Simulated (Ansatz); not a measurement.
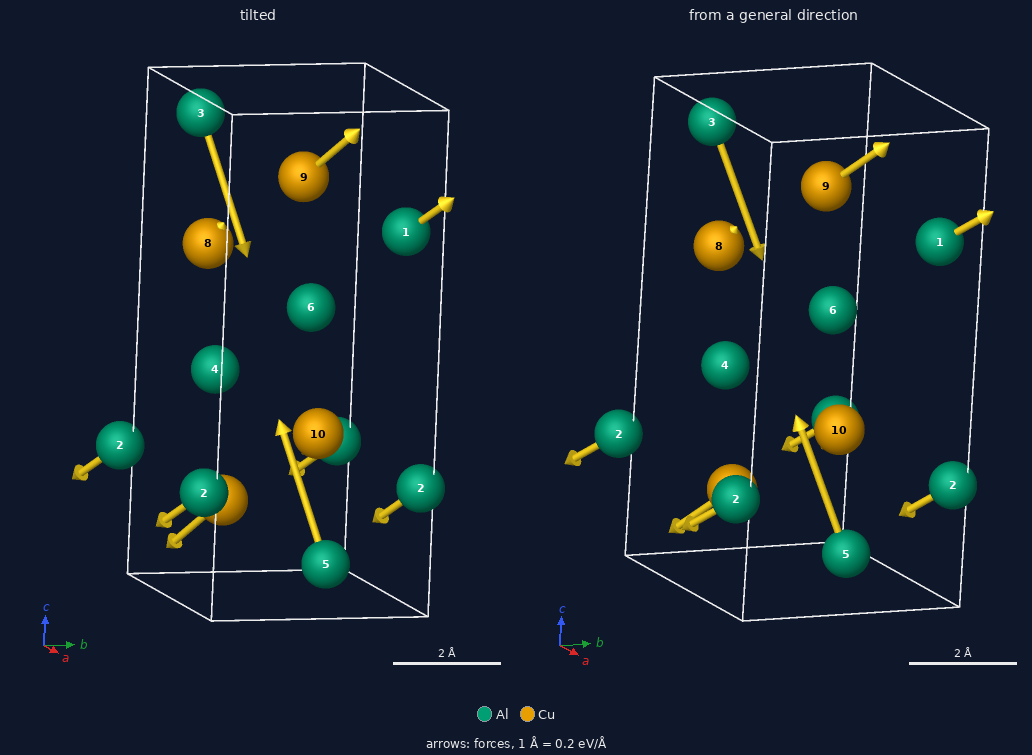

Shown here is a spheres-only view of the crystal, taken slightly off an axis and from a general direction. Atoms at the boundary of the cell (the run's own, in a reduced setting) (the box) are drawn once for each face, edge or corner they touch. The arrows are the computed forces on the atoms.

System: Al$_{3}$Cu$_{2}$. All computed values are from Ansatz, DFT PBEsol, scalar-relativistic, plane waves, PAW. Settings: plane-wave cutoff 420 eV, k-points about 0.14 Å⁻¹ apart, Gaussian smearing of 0.15 eV, no spin polarisation.

Q: Is this an equilibrium geometry?

A: No. The atoms still feel forces of up to about 0.49 eV/Å, far above a usual threshold of 0.01 to 0.03 eV/Å.

Q: Which atom has the biggest force on it?

A: Al3 and Al5, about 0.49 eV/Å.

The model was built from a structure listed in the Materials Project. The cell was then strained or its atoms displaced on purpose. An electronic-structure calculation with Ansatz was run on it.
